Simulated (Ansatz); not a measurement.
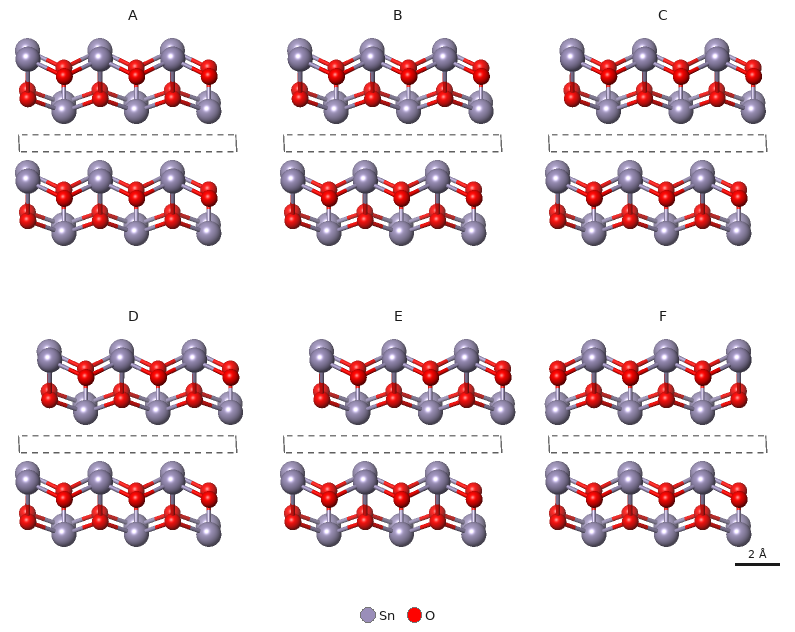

A scan of solid SnO (Pmn2_1) along one coordinate. The picture is a ball-and-stick view of the layers on both sides of the dashed plane, seen from the side, nearly along that plane.

Method: DFT PBEsol, scalar-relativistic, plane waves, PAW in Ansatz. Settings: plane-wave cutoff 420 eV; k-point mesh 6 × 8 × 3; occupations gaussian; smearing width 0.05 eV; no spin polarisation. Energies (free energies at the smearing named) are counted from the cell as listed in its source, which wasn't relaxed.

### What is being scanned?

The crystal above a cut along the (0 1 0) plane of the conventional cell (between a plane of Sn below and one of Sn above, 3.04 Å apart) is slid rigidly by fractions of an in-plane lattice vector 3.36 Å long (a generalised stacking fault). In the frames the slip is 0.00 (A), 0.10 (B), 0.20 (C), 0.30 (D), 0.40 (E), 0.50 (F). One cut stands in each cell, which starts 11.3 Å high; nothing is relaxed, and the dashed outline marks the cut. Their energies are 0.0 mJ/m², 2.0 mJ/m², 8.5 mJ/m², 18.8 mJ/m², 30.8 mJ/m², 36.7 mJ/m².

Limits of the set-up: layers or molecules are held without a dispersion correction, so their spacing is unreliable.
